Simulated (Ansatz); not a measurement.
The coordinates of a crystal:

```
Ta N
1.0
     2.95790    0.00000    0.00000
    -1.47895    2.56162    0.00000
     0.00000    0.00000    4.91961
Ta N
2 1
Direct
  0.66667 0.33333 0.73774
  0.33333 0.66667 0.26226
  0.00000 0.00000 0.00000
```

Q: What would you see if this were drawn?

A: The stoichiometry is Ta$_{2}$N. The lattice is primitive hexagonal and the space group P-3m1 (No. 164). Cell content 2 Ta, 1 N; Z = 1.

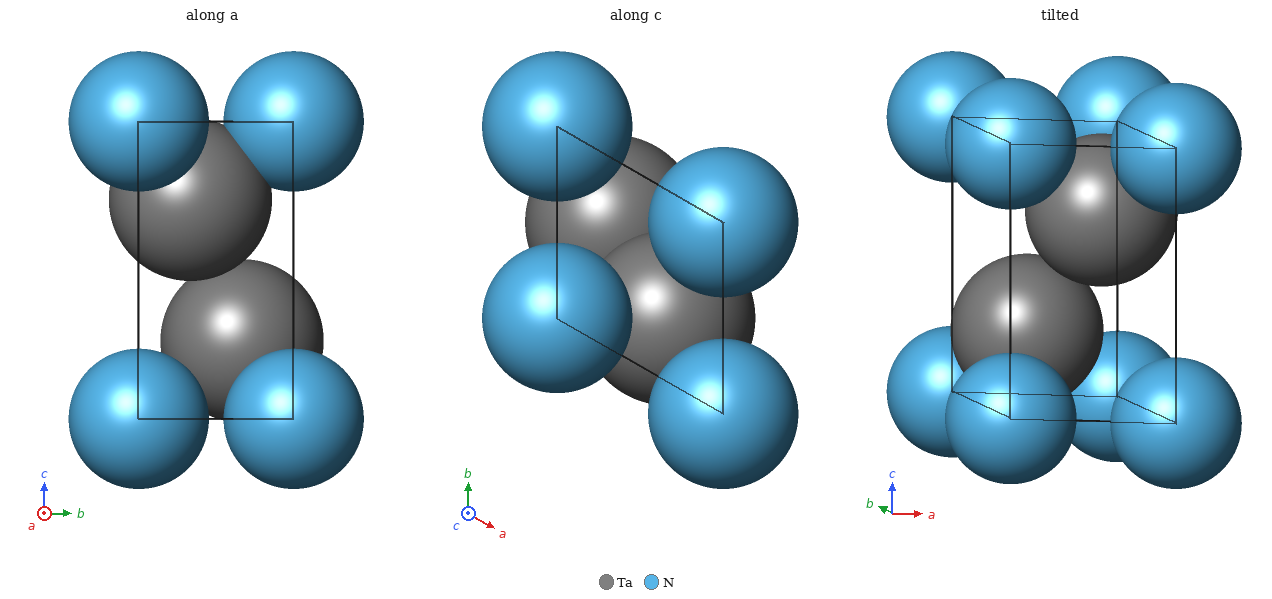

The figure gives a space-filling picture of the atoms, viewed along the a axis, along the c axis and slightly off an axis. The lines enclose the conventional unit cell; boundary atoms appear with their images. Colours: tantalum grey, nitrogen blue.

Starting structure: a structure listed in the Materials Project. The cell was then strained or its atoms displaced on purpose. Ansatz was used for an electronic-structure calculation on it.

At this level of theory the cell isn't at rest (compressed, at 28 GPa), so its distances can differ from those at equilibrium, the more so the softer the solid.
